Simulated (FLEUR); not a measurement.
**Ba: 7 runs along one coordinate**

System: Ba (Im-3m, 1 atom in the cell).
Method: Kohn-Sham DFT of a periodic cell, PBE, all-electron, no spin polarisation (FLEUR MaX-R8.1 (later development tree)).

The 7 runs differ only in the geometry, by an even scaling of the cell at fixed fractional positions. The structure derives from an entry of the Crystallography Open Database.

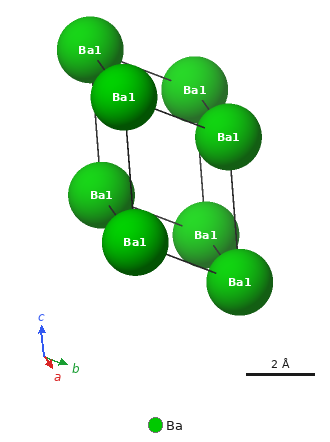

Figure 1. The structure of run 4 (spheres-only view of the cell of the calculation, seen slightly off an axis; atoms are numbered from 1 in the order of the input).

## Input of run 4
```
<?xml version="1.0" encoding="UTF-8" standalone="no"?>
<fleurInput fleurInputVersion="0.39">
   <comment>
      Ba                                                                                                  
   </comment>
   <calculationSetup>
      <cutoffs Kmax="4.1" Gmax="12.7" GmaxXC="12.7" numbands="0"/>
      <scfLoop itmax="60" minDistance="0.00001" maxIterBroyd="15" imix="Anderson" alpha="0.05" precondParam="0.0" spinf="2.0" sdNocoIR="T"/>
      <coreElectrons ctail="T" frcor="F" kcrel="0" coretail_lmax="0"/>
      <xcFunctional name="pbe" relativisticCorrections="F"/>
      <magnetism jspins="1"/>
      <soc l_soc="F" theta="0.0" phi="0.0" spav="F"/>
      <expertModes spex="0" secvar="F"/>
      <geometryOptimization l_f="T" forcealpha="1.0" forcemix="BFGS" epsdisp="0.0005" epsforce="0.0002"/>
      <ldaU l_linMix="F" mixParam="0.05" spinf="1.0"/>
   </calculationSetup>
   <cell>
      <bzIntegration valenceElectrons="20.0" mode="hist" fermiSmearingEnergy="0.00183747">
         <kPointListSelection listName="default-1"/>
         <!-- k-points included here -->
         <xi:include xmlns:xi="http://www.w3.org/2001/XInclude" href="kpts.xml"> </xi:include>
      </bzIntegration>
      <!-- symmetry operations included here -->
      <xi:include xmlns:xi="http://www.w3.org/2001/XInclude" href="sym.xml"> </xi:include>
      <bulkLattice scale="1.0">
         <bravaisMatrix>
            <row-1>   -4.7365985313098999     4.7365985313098999     4.7365985313098999</row-1>
            <row-2>    4.7365985313098999    -4.7365985313098999     4.7365985313098999</row-2>
            <row-3>    4.7365985313098999     4.7365985313098999    -4.7365985313098999</row-3>
         </bravaisMatrix>
      </bulkLattice>
   </cell>
   <atomSpecies>
      <species name="Barium (Ba)" element="Ba" atomicNumber="56">
         <mtSphere radius="2.66" gridPoints="879" logIncrement="0.015"/>
         <atomicCutoffs lmax="11" lnonsphr="8"/>
         <electronConfig flipSpins="F">
            <coreConfig>(1s1/2) (2s1/2) (2p1/2) (2p3/2) (3s1/2) (3p1/2) (3p3/2) (4s1/2) (3d3/2) (3d5/2) (4p1/2) (4p3/2)</coreConfig>
            <valenceConfig>(5s1/2) (4d3/2) (4d5/2) (5p1/2) (5p3/2) (6s1/2)</valenceConfig>
         </electronConfig>
         <energyParameters s="6" p="5" d="4" f="4"/>
         <lo type="SCLO" l="0" n="5" eDeriv="0"/>
         <lo type="HELO" l="1" n="6" eDeriv="0"/>
         <lo type="HELO" l="1" n="6" eDeriv="1"/>
         <lo type="HELO" l="2" n="5" eDeriv="0"/>
         <lo type="HELO" l="2" n="5" eDeriv="1"/>
         <lo type="SCLO" l="3" n="4" eDeriv="2"/>
      </species>
   </atomSpecies>
   <atomGroups>
      <atomGroup species="Barium (Ba)">
         <relPos label="                   1">.0000000000 .0000000000 .0000000000</relPos>
         <force calculate="T" relaxXYZ="TTT"/>
      </atomGroup>
   </atomGroups>
   <output dos="F" band="F" slice="F">
      <checks vchk="F" cdinf="F"/>
      <bandDOS minEnergy="-.5*Htr" maxEnergy="0.5*Htr" sigma="0.015" storeEVData="T"/>
      <vacuumDOS vacdos="F" integ="F" star="F" nstars="0" locx1="0.0" locy1="0.0" locx2="0.0" locy2="0.0" nstm="0" tworkf="0.0"/>
      <unfoldingBand unfoldBand="F" supercellX="1" supercellY="1" supercellZ="1"/>
      <plotting iplot="0" polar="F">
         <plot TwoD="T" vec1="  1.0  0.0  0.0" vec2="  0.0  1.0  0.0" vec3="  0.0  0.0  1.0" zero="  0.0  0.0  0.0" file="plot"/>
      </plotting>
      <chargeDensitySlicing numkpt="0" minEigenval="0.0" maxEigenval="0.0" nnne="0" pallst="F"/>
      <specialOutput eonly="F"/>
      <moessbauerParams electricFieldGradient="T" isomerShift="T" coreHyperfine="T" valenceHyperfine="T"/>
      <magneticCircularDichroism mcd="F" energyLo="-10.0" energyUp="0.0"/>
   </output>
  <!-- We include the file relax.xml here to enable relaxations (see documentation) -->
  <xi:include xmlns:xi="http://www.w3.org/2001/XInclude" href="relax.xml"> <xi:fallback/> </xi:include>
</fleurInput>
```

Command:
```bash
inpgen -f crystal.txt -profile fastHighL; fleur_MPI
```

Lattice vectors (Å) and fractional positions of run 4:
```
  -2.506500    2.506500    2.506500
   2.506500   -2.506500    2.506500
   2.506500    2.506500   -2.506500
Ba  0.000000  0.000000  0.000000
```

Run 6 has the same physical settings and fractional positions; its lattice vectors (Å) are:
```
  -2.539484    2.539484    2.539484
   2.539484   -2.539484    2.539484
   2.539484    2.539484   -2.539484
```

## Results, with one run withheld

```tsv
run	volume per atom (Å³)	free energy per atom, from the lowest run given (meV)
1	59.209	6.79
2	60.469	2.90
3	61.729	0.68
4	62.989	0.00
5	64.249	0.72
6	65.508	?
7	66.768	5.97
```

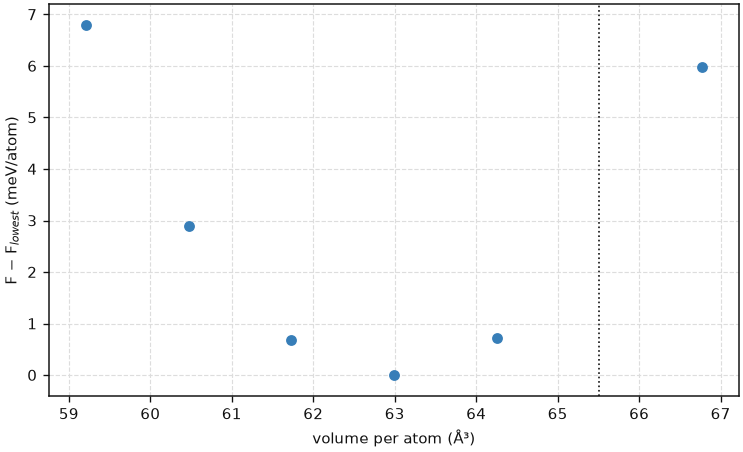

Figure 2. Free energy per atom of the runs given; the dotted line marks run 6.

What should run 6 give?

A cubic polynomial in V^(−2/3) (the Birch–Murnaghan form), fitted to the 6 runs given, misses them by under 0.01 meV per atom. With x = V^(−2/3) − 0.06350 Å⁻², it reads F = 0.090013 + 612.78 x + 9.8882e+05 x² − 6.6733e+06 x³ (meV per atom). At run 6 it gives 2.75 meV per atom, and the run itself gives 2.75. The fit has its minimum at 62.953 Å³ per atom, where V d²F/dV² gives 8.99 GPa: the bulk modulus at this level, since symmetry fixes the shape and the positions.

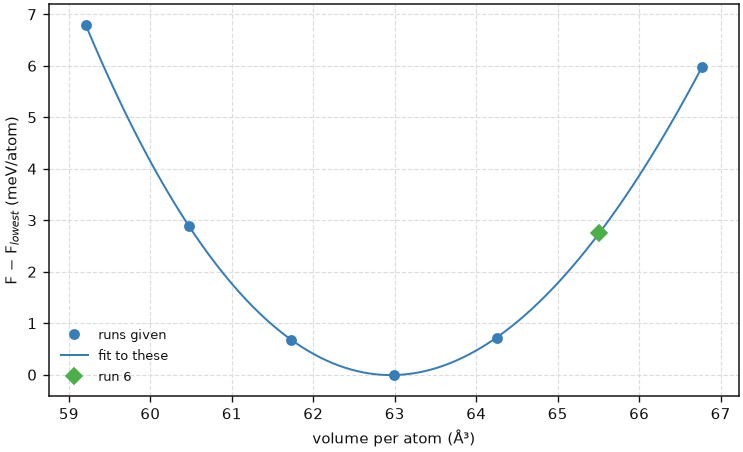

Figure 3. The fit and the withheld run.

## Output (run 6)
```
Welcome to FLEUR        (www.flapw.de)
      MaX-Release 8.1          (www.max-centre.eu)

 ========== k-point set info ==========
 Selected k-point list: default-1
 k-point list type: mesh
 8 x 8 x 8
 Number of k points: 29

 ------------Calculation Setup---------------------------
 Number of MPI-tasks      :            1
 Number of PE/node        :            1
 Number of OMP-threads    :            1
 Most efficient MPI parallelization for:
           1          29
 Additional eigenvalue parallelization possible
 Number of basis functions:          574
 Approximate size of matrices (H+S) per k-point:         0.005 GB
 --------------------------------------------------------

 Iteration:     1   Distance:       2.74424628 me/bohr^3

 Iteration:     2   Distance:       2.58942613 me/bohr^3

 Iteration:     3   Distance:       0.48095283 me/bohr^3

 Iteration:     4   Distance:       0.05067057 me/bohr^3

 Iteration:     5   Distance:       0.04270983 me/bohr^3

 Iteration:     6   Distance:       0.00781342 me/bohr^3

 Iteration:     7   Distance:       0.00369024 me/bohr^3

 Iteration:     8   Distance:       0.00110441 me/bohr^3

 Iteration:     9   Distance:       0.00010372 me/bohr^3

 Iteration:    10   Distance:       0.00012951 me/bohr^3

 Iteration:    11   Distance:       0.00000698 me/bohr^3

 ********************************************************************
 Run finished successfully
 Stop message:
   all done
 ********************************************************************
```
